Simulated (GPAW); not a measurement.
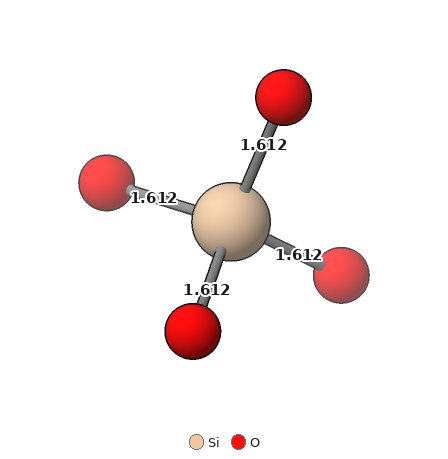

The surroundings of site Si1 (at 0.000, 0.500, 0.250) in SiO2 in space group I-42d, with bond lengths in Å.

Origin of the cell: a cell listed in the Materials Project, as set up for an electronic-structure calculation.

```
Si O
1.0
     4.95458    0.00000    0.00000
     0.00000    4.95458    0.00000
     0.00000    0.00000    7.31134
Si O
4 8
Cartesian
  0.0000 2.4773 1.8278
  0.0000 0.0000 0.0000
  2.4773 0.0000 5.4835
  2.4773 2.4773 3.6557
  4.4750 3.7159 0.9139
  3.7159 1.9978 2.7418
  1.2386 2.9568 2.7418
  0.4795 1.2386 0.9139
  1.9978 1.2386 4.5696
  1.2386 4.4750 6.3974
  3.7159 0.4795 6.3974
  2.9568 3.7159 4.5696
```

Bond valence s = exp((R0 − d)/b), R0 fitted to published crystal structures with b = 0.37 Å; R0 in Å: Si4+–O 1.620.

Question: Calculate the bond-valence sum of Si1 from the bonds drawn.

Answer: 4 × 1.022 = 4.09 v.u., against a formal valence of 4: a close match.

Question: And over the whole structure?

Answer:
| site | x, y, z | formal valence | bond-valence sum | difference |
| --- | --- | --- | --- | --- |
| Si1 | 0.000, 0.500, 0.250 | +4 | 4.12 | 0.12 |
| O1 | 0.903, 0.750, 0.125 | −2 | 2.06 | 0.06 |

These sums include all anions within 5 Å. The global instability index (root mean square of the differences over all atoms) is 0.08 v.u.: little strain. The cell was not relaxed for this table, and a volume that is off by a few per cent shifts all sums together.
